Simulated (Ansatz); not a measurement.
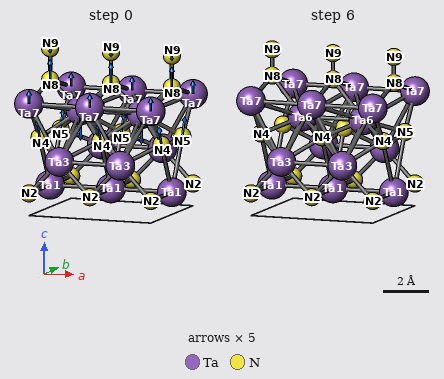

The structure of a slab of composition Ta4N5 before (left) and after (right) a constrained relaxation, at one scale. The blue arrows give the displacements, 5 times their true length.

The picture is a ball-and-stick view of the 2 × 1 repeat of the cell, outlined in the plane, without the vacuum, seen slightly off an axis.

3 atoms are held fixed.

Computed with DFT PBEsol, scalar-relativistic, plane waves, PAW; settings changed in Ansatz.

Input
```yaml
crystal:
  lattice:
    - [2.903587389, 0.0, 0.0]
    - [0.0, 5.2050894135, 0.0]
    - [0.0, 0.0, 23.507739661]
  atoms:
    - { symbol: Ta, position: [0.0, 0.5, 0.3615830413] }
    - { symbol: "N", position: [0.0, 0.0, 0.3615830413] }
    - { symbol: Ta, position: [0.5, 0.0, 0.4255015596] }
    - { symbol: "N", position: [0.0, 0.2521432926, 0.4609379267] }
    - { symbol: "N", position: [0.0, 0.7478567074, 0.4609379267] }
    - { symbol: Ta, position: [0.5, 0.5, 0.5076494528] }
    - { symbol: Ta, position: [0.0, 0.0, 0.5333424101] }
    - { symbol: "N", position: [0.0, 0.5, 0.5627604636] }
    - { symbol: "N", position: [0.0, 0.5, 0.6231661011] }
basis:
  ecutwfc: 420
  xc_grid: 4
kpoints:
  mp_grid: { grid: [10, 6, 1] }
hamiltonian:
  xc: pbesol
scf:
  occupations: { method: tetrahedron }
output:
  forces: true
  eigenvalues: true
relax:
  adjacent_minimum: "off"
  f_tol: 0.03
  max_steps: 70
  constraints: [{ sites: [0, 1, 2] }]
efield:
  axis: 3
  dipole_correction: true
  ramp_width: 0.04
```

Launched with:
```bash
ansatz run input.yaml --threads 2 --pin off --max-ram 5120MiB --backend cpu --events-out ev --progress --plain --runs-dir out
```

What changed between the two?

Answer. The energy falls by 1.998 eV per cell of the calculation in 5 accepted moves (6 points after the start). Largest force component: 8.5 eV/Å at the start, 0.0075 eV/Å at the end. The line search rejected the trial step at point 3 of the run. The largest move is that of Ta6, 0.28 Å along the normal (−c). By element the largest moves are Ta 0.28 Å, N 0.19 Å. The lattice vectors keep their values. Some distances before and after: Ta6–N8 1.946 → 2.284 Å, N8–N9 1.420 → 1.178 Å, Ta1–N4 2.668 → 2.854 Å, Ta3–Ta6 3.241 → 3.084 Å. Among the angles between lasting bonds that change: Ta6–N8–Ta6 96.5° → 79.0°, Ta1–N4–Ta6 98.7° → 87.9°, Ta6–N4–Ta7 87.9° → 98.2°. The run took 120 s on 2 threads of Intel(R) Xeon(R) Platinum 8488C (Sapphire Rapids), with other jobs on the host, peak memory 0.95 GiB.

Limits of the set-up: the cell has an odd number of electrons but was run without spin polarisation.
